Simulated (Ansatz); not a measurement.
**Geometry relaxation, with input and output: Si (part 2 of 2)**

Continued. System: Si (R-3, 8 atoms in the cell). Method: DFT r2SCAN, scalar-relativistic, plane waves, PAW, no spin polarisation (Ansatz 0.2.0); cutoff 500 eV, 12×12×12 k-mesh, Gaussian smearing of 0.1 eV. The structure derives from a Materials Project entry.

Geometry of the input (Å; fractional positions):
```
4.7132  2.7212  1.8840
-4.7132  2.7212  1.8840
0.0000  -5.4424  1.8840
Si 0.0171  0.7149  0.5188
Si 0.9829  0.2851  0.4812
Si 0.7128  0.7128  0.7128
Si 0.2851  0.4812  0.9829
Si 0.4812  0.9829  0.2851
Si 0.7149  0.5188  0.0171
Si 0.2872  0.2872  0.2872
Si 0.5188  0.0171  0.7149
```

**Output, continued**
```
--- Per-component energies (eV) ---
  E_band       = 61.749322
  E_kinetic    = 323.852541
  E_local      = -141.120537  (includes V_loc(G=0)·N_el)
  E_nonlocal   = 199.078188
  E_hartree    = 41.154560
  E_xc         = -412.626607
  E_vxc        = -398.700615  (∫ρ·V_xc dr)
  E_paw        = -4155.256204  (= ΣΔE_a)
  E_vpaw       = -19.170921  (= ΣTr[D̂ρ^β])
  E_aug_tail   = 0.000036  (compensation charges beyond the density's cutoff)
  E_vtau       = 15.501477  (kinetic-family band-sum trace: ∫τ·v_τ [+ j·A + Jᵃ·Aᵃ] dr)
  E_ewald      = -965.435890
  E_core_change = -0.611464  (= ΣΔE_core)
  E_smearing   = -0.000532  (= −TS)
  E_closure    = -0.000000  (closes the sum)
  Σ components = -5110.965908   (vs F -5110.965908, Δ=0.00e0)
--- Forces (eV/Å), atoms counted from 1 ---
  atom   1  Si     0.00206802     0.00194521     0.00037834
  atom   2  Si    -0.00206802    -0.00194521    -0.00037834
  atom   3  Si     0.00000000     0.00000000     0.00351309
  atom   4  Si    -0.00065059     0.00276356    -0.00037834
  atom   5  Si     0.00271861    -0.00081835    -0.00037834
  atom   6  Si     0.00065059    -0.00276356     0.00037834
  atom   7  Si    -0.00000000    -0.00000000    -0.00351309
  atom   8  Si    -0.00271861     0.00081835     0.00037834
  max |Σ_I F_I| component: 2.35e-17 eV/Å
--- Stress (GPa, compression-positive) ---
       -0.009719       0.000000      -0.000000
       -0.000000      -0.009719      -0.000000
       -0.000000      -0.000000       0.005359
  P = ⅓ Tr σ = -0.0047 GPa (-0.047 kbar)
--- Band table (eV; the first three rows and the last of 294) ---
  k-point 0: bands = ["-5.8238", "-1.1765", "-0.7889", "-0.7889", "-0.5132", "0.7307", "0.7307", "0.8550", "2.4431", "2.4431", "3.0463", "3.3564", "3.3564", "6.0484", "6.0484", "6.6088", "9.5072", "9.7675", "9.7675", "11.7877", "11.7877", "12.4582", "12.6615", "12.6615"]
  k-point 1: bands = ["-5.7801", "-1.2943", "-1.0098", "-0.8134", "-0.5573", "0.7178", "0.8305", "0.9859", "2.3239", "2.5363", "3.2533", "3.5091", "3.6417", "5.8505", "5.9586", "6.4730", "9.6628", "9.9174", "10.0047", "11.3735", "11.5333", "11.9724", "12.6212", "12.8753"]
  k-point 2: bands = ["-5.6498", "-1.7074", "-1.3429", "-0.9128", "-0.6305", "0.6083", "0.9210", "1.4960", "2.2127", "2.8233", "3.6506", "3.8979", "4.3436", "5.3959", "5.5766", "6.3762", "9.7766", "10.2514", "10.3909", "10.7783", "11.0060", "11.4208", "12.1654", "12.6893"]
  k-point 293: bands = ["-3.2960", "-3.2960", "-3.0534", "-2.1499", "-1.6053", "-1.6053", "3.1074", "4.0022", "4.0075", "4.0075", "4.4423", "4.4423", "5.0641", "5.4325", "7.6108", "7.6108", "9.3297", "10.1328", "10.5035", "10.5035", "10.6552", "10.6552", "10.6885", "10.9189"]
--- Relaxed structure (3 steps of the walk, 3 accepted, 1 SCFs on fresh bases) ---
  F+E_penalty+E_count = -5110.96590803 eV   max|allowed force component| = 3.513e-3 eV/Å   (the final SCF, on the basis selected at the relaxed cell)
  cell:  # Å, volume = 145.4853 Å³
    - [4.715522919634285, 2.7225084270207045, 1.8887253244042634]
    - [-4.715522919634285, 2.7225084270207045, 1.8887253244042634]
    - [1.08700214516879e-19, -5.44501685404141, 1.8887253244042639]
  atoms:
    - { symbol: Si, position: [0.01614923307840399, 0.7141238567610824, 0.5175808473498512] }
    - { symbol: Si, position: [0.9838507669215959, 0.28587614323891747, 0.4824191526501487] }
    - { symbol: Si, position: [0.7124214625146646, 0.7124214625146646, 0.7124214625146648] }
    - { symbol: Si, position: [0.28587614323891763, 0.4824191526501487, 0.9838507669215959] }
    - { symbol: Si, position: [0.48241915265014845, 0.9838507669215959, 0.2858761432389177] }
    - { symbol: Si, position: [0.7141238567610824, 0.5175808473498512, 0.016149233078404157] }
    - { symbol: Si, position: [0.28757853748533524, 0.28757853748533524, 0.2875785374853353] }
    - { symbol: Si, position: [0.5175808473498512, 0.01614923307840399, 0.7141238567610824] }
```

**Trajectory as extended XYZ (Å, eV, eV/Å), 4 frames, from step=1 to step=4**
```
8
Lattice="4.7132 2.7212 1.8840 -4.7132 2.7212 1.8840 0.0000 -5.4424 1.8840" Properties=species:S:1:pos:R:3:forces:R:3 step=1 energy=-5110.96528 pressure_GPa=0.26
Si   -3.2889   -0.8313    2.3565    0.0000   0.0011  -0.0079
Si    3.2889    0.8313    3.2955    0.0000  -0.0011   0.0079
Si    0.0000    0.0000    4.0290    0.0000   0.0000   0.0104
Si   -0.9245   -3.2640    3.2955   -0.0010   0.0005   0.0079
Si   -2.3644    2.4326    3.2955    0.0010   0.0006   0.0079
Si    0.9245    3.2640    2.3565    0.0010  -0.0005  -0.0079
Si    0.0000    0.0000    1.6230    0.0000   0.0000  -0.0104
Si    2.3644   -2.4326    2.3565   -0.0010  -0.0006  -0.0079
8
Lattice="4.7137 2.7214 1.8899 -4.7137 2.7214 1.8899 0.0000 -5.4429 1.8899" Properties=species:S:1:pos:R:3:forces:R:3 step=2 energy=-5110.96585 pressure_GPa=0.01
Si   -3.2898   -0.8292    2.3586   -0.0021  -0.0010  -0.0019
Si    3.2898    0.8292    3.3111    0.0021   0.0010   0.0019
Si    0.0000    0.0000    4.0385    0.0000   0.0000   0.0032
Si   -0.9268   -3.2637    3.3111   -0.0002  -0.0023   0.0019
Si   -2.3630    2.4345    3.3111   -0.0019   0.0013   0.0019
Si    0.9268    3.2637    2.3586    0.0002   0.0023  -0.0019
Si    0.0000    0.0000    1.6312    0.0000   0.0000  -0.0032
Si    2.3630   -2.4345    2.3586    0.0019  -0.0013  -0.0019
8
Lattice="4.7155 2.7225 1.8887 -4.7155 2.7225 1.8887 0.0000 -5.4450 1.8887" Properties=species:S:1:pos:R:3:forces:R:3 step=3 energy=-5110.96588 pressure_GPa=-0.00
Si   -3.2913   -0.8301    2.3569    0.0021   0.0019   0.0004
Si    3.2913    0.8301    3.3093   -0.0021  -0.0019  -0.0004
Si    0.0000    0.0000    4.0367    0.0000   0.0000   0.0035
Si   -0.9268   -3.2654    3.3093   -0.0007   0.0028  -0.0004
Si   -2.3645    2.4353    3.3093    0.0027  -0.0008  -0.0004
Si    0.9268    3.2654    2.3569    0.0007  -0.0028   0.0004
Si    0.0000    0.0000    1.6295    0.0000   0.0000  -0.0035
Si    2.3645   -2.4353    2.3569   -0.0027   0.0008   0.0004
8
Lattice="4.7155 2.7225 1.8887 -4.7155 2.7225 1.8887 0.0000 -5.4450 1.8887" Properties=species:S:1:pos:R:3:forces:R:3 step=4 energy=-5110.96591 pressure_GPa=-0.00
Si   -3.2913   -0.8301    2.3569    0.0021   0.0019   0.0004
Si    3.2913    0.8301    3.3093   -0.0021  -0.0019  -0.0004
Si    0.0000    0.0000    4.0367    0.0000   0.0000   0.0035
Si   -0.9268   -3.2654    3.3093   -0.0007   0.0028  -0.0004
Si   -2.3645    2.4353    3.3093    0.0027  -0.0008  -0.0004
Si    0.9268    3.2654    2.3569    0.0007  -0.0028   0.0004
Si    0.0000    0.0000    1.6295    0.0000   0.0000  -0.0035
Si    2.3645   -2.4353    2.3569   -0.0027   0.0008   0.0004
```

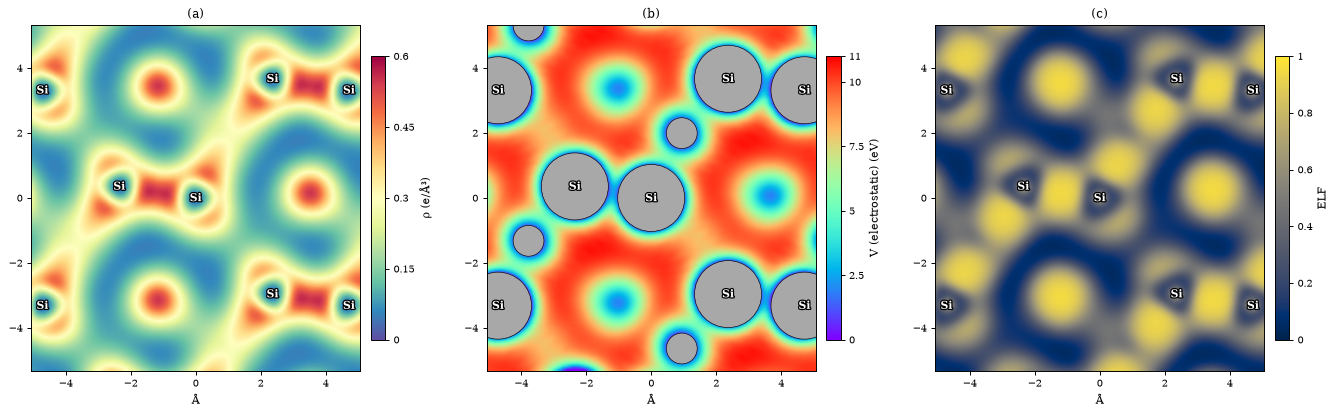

*(a) valence electron density; (b) electrostatic potential energy of an electron; (c) electron localisation function on the (011̄) plane of the conventional cell. Grey discs, where drawn, cover atomic cores.*

Atoms in the plane: Si. Away from the nuclei the density in this plane falls to 0.05 e/Å³ at its lowest. Outside the cores the potential energy rises away from the atoms and is highest about 2.0 Å from the nearest atoms; outside the discs it spans about 10 eV, and its zero is arbitrary. In a PAW calculation such maps are meaningful between the atoms, not at the nuclei.

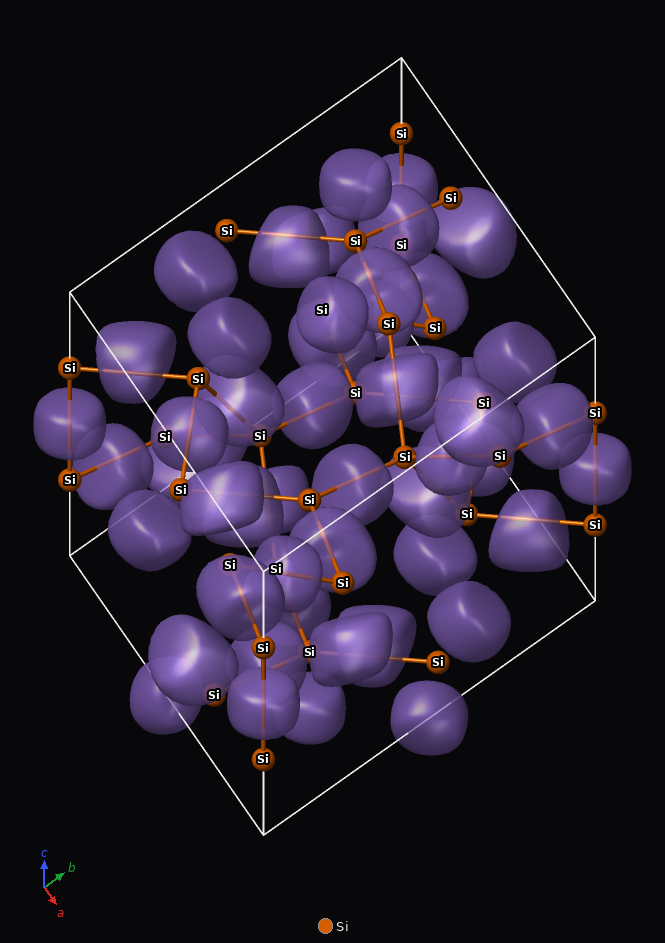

*Isosurface of the electron localisation function at 0.75 (purple), seen at an oblique angle. Only the valence region is drawn (cores and ρ < 0.01 e/Å³ removed). Sticks mark near contacts. The outline is the cell set on symmetry axes.*

Along the contacts the grid gives the following. Si–Si (2.34 Å): the ELF peaks at about 0.95 between the atoms, as expected for localised, shared-pair bonding. Si–Si (2.39 Å): the ELF peaks at about 0.95 between the atoms (localised, shared-pair bonding).

**Summary**

| quantity | value |
| --- | --- |
| outcome | converged |
| space group (tolerance 0.01 Å) | R-3 (148) |
| electrons treated | 32 |
| free energy | −5110.9659 eV |
| Fermi energy | 7.603 eV |
| gap on the k-point mesh | none (metallic) |
| pressure | 0.00 GPa |
| final volume | 145.49 Å³ |
| largest force (length of the vector) at the end | 0.004 eV/Å |
| final cell | a = 5.763 Å, b = 5.763 Å, c = 5.763 Å, α = 109.81°, β = 109.81°, γ = 109.81° |
| wall time | 4.8 min (CPU time 9.6 min) |
| peak memory | 1.5 GiB |
